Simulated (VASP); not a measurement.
TiO$_{2}$ (slab)

```yaml
crystal:
  lattice:
    - [4.59220, 0.00000, 0.00000]
    - [0.00000, 2.95740, 0.00000]
    - [0.00000, 0.00000, 20.08743]
  atoms:
    - { symbol: O, position: [0.16935, 0.50000, 0.39831] }
    - { symbol: O, position: [0.27857, 0.00000, 0.51891] }
    - { symbol: O, position: [0.77857, 0.50000, 0.48109] }
    - { symbol: O, position: [0.66935, 0.00000, 0.60169] }
    - { symbol: Ti, position: [0.05208, 0.00000, 0.44552] }
    - { symbol: Ti, position: [0.55208, 0.50000, 0.55448] }
```

The calculation used VASP, Kohn-Sham DFT of a periodic cell, PBEsol, VASP PAW PBE potentials, recommended.

Core electrons are frozen (PAW), and the valence fields are smoothed inside the atomic spheres.

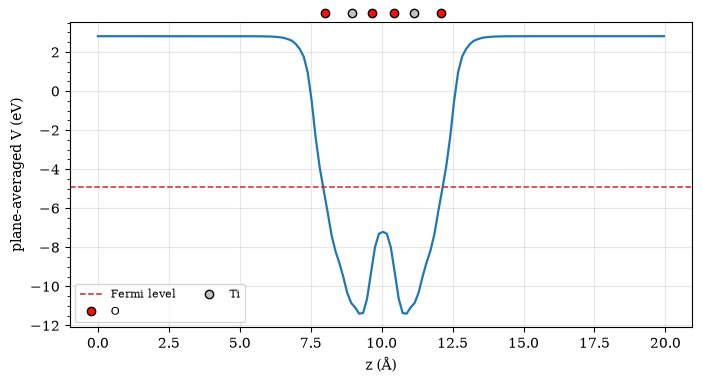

Figure 1. Plane average of the electrostatic potential energy of an electron across the slab. Circles mark the heights of the atoms.

**How far above the Fermi level of the calculation is the vacuum level?**

7.7 eV. The slab has a gap, so the Fermi level lies inside it and this isn't a work function in the metallic sense.

**How thick is the slab, and how wide the vacuum?**

The outermost nuclei are 4.1 Å apart, in 6 atomic planes; the vacuum between periodic images is 16.0 Å wide.

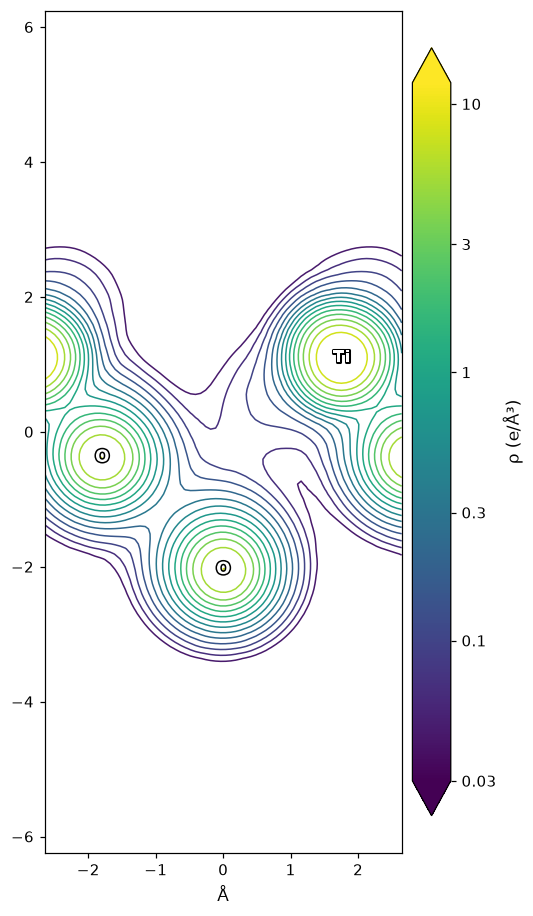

Figure 2. Valence electron density on the (010) plane of the calculation cell, a cut from vacuum to vacuum.

**What does the map show?**

- Atoms in the plane: O and Ti.
- The density dies away to nearly zero in the vacuum.
